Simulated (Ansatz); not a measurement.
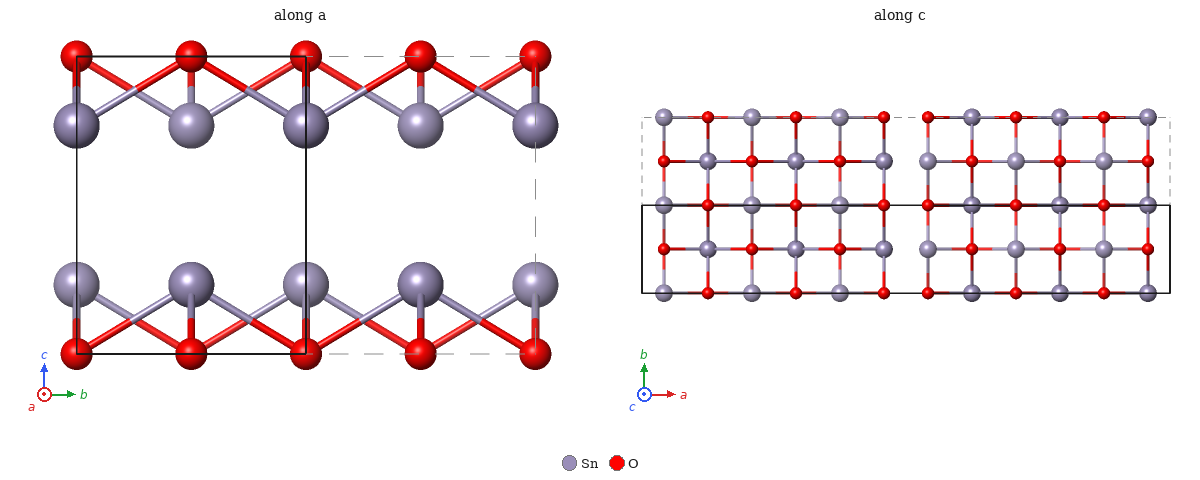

View along the a axis and along the c axis, drawn as a ball-and-stick model. Shown are 1×2×1 repeats of the conventional unit cell, one of them outlined in solid lines.

SnO, space group C2/m (No. 12), a = 22.86 Å, b = 3.81 Å, c = 4.94 Å, α = 90.00°, β = 90.00°, γ = 90.00°.

Electronic-structure method: DFT r2SCAN, scalar-relativistic, plane waves, PAW (Ansatz). Parameters: wavefunction cutoff 500 eV, k-points about 0.19 Å⁻¹ apart, Gaussian smearing of 0.03 eV, no spin polarisation.

What does the calculation say: metal or gapped?

A metal: bands cross the Fermi level.

Which way would the volume go on relaxing?

The computed pressure is 1.5 GPa (compressed: it would expand). The stress isn't hydrostatic: its largest component is 8.7 GPa.

Provenance: a structure listed in the Materials Project. The cell was then strained or its atoms displaced on purpose. A calculation with Ansatz used it as input.

At this level of theory the run's own cell isn't at rest (forces up to 6.3 eV/Å), so its distances can differ from those at equilibrium, the more so the softer the solid.
